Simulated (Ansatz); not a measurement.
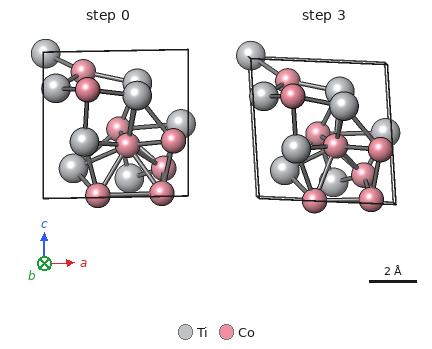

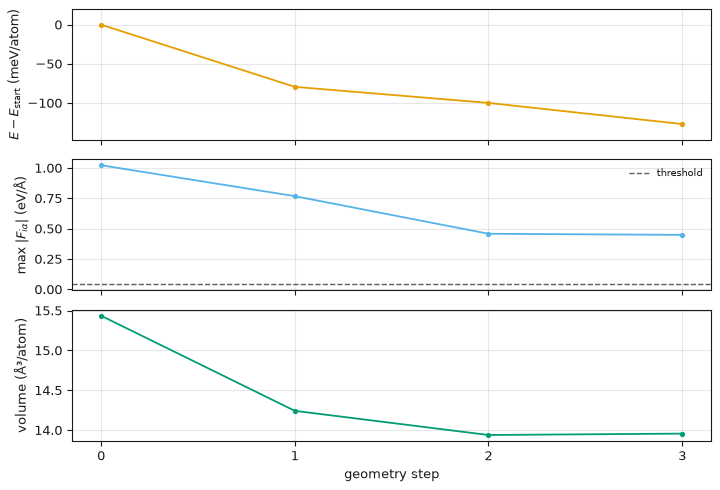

First and last geometry of a relaxation of an amorphous cell of composition TiCo (coarse preliminary run), with the history of the run. A ball-and-stick model of the cell of the calculation, seen along the b axis.

Case: the last frame of the dynamics.

These are results of Ansatz 0.2.0, DFT PBE, scalar-relativistic, plane waves, PAW, not measurements. (plane-wave cutoff 420 eV; k-point mesh 2 × 2 × 2; occupations gaussian; smearing width 0.1 eV; mesh shifted by (0.5, 0.5, 0.5); collinear spin; cell and atoms relaxed; force threshold 0.04 eV/Å; at most 70 steps)

Question: What do the curves and the structures tell?

Answer: The run was cut off at its time limit before the relaxation converged, so the last structure is only a point on the way. The energy falls by 127 meV per atom in 3 geometry steps. The largest force component goes from 1 to 0.45 eV/Å. Pressure: −8.43 GPa at the start and 1.09 GPa at the end. A Co atom moves most relative to the cell: 0.33 Å along [2 2 −1]. By element the largest moves are Co 0.33 Å, Ti 0.32 Å. Cell: a 6.212 → 5.870 Å (−5.5 %), b 6.332 → 6.367 Å (+0.6 %), c 6.284 → 6.015 Å (−4.3 %), α 92.2° → 90.5°, β 88.9° → 95.9°, γ 90.4° → 92.7°. Volume −9.6 %. Near-neighbour distances that change, for instance: Co–Ti 3.384 → 2.763 Å, Co–Ti 3.128 → 2.643 Å, Co–Ti 3.021 → 2.585 Å, Ti–Ti 3.231 → 2.803 Å. Among the angles between lasting bonds that change: Co–Ti–Co 126.3° → 107.0°, Co–Ti–Co 110.8° → 94.1°, Co–Ti–Co 97.4° → 83.5°. The program noted that the starting moments weren't kept.

Limits of the set-up: the k-point mesh is coarse for a cell with partly filled bands; the periodic images lie only 6.2 Å apart, so the values are limited by the cell's size.
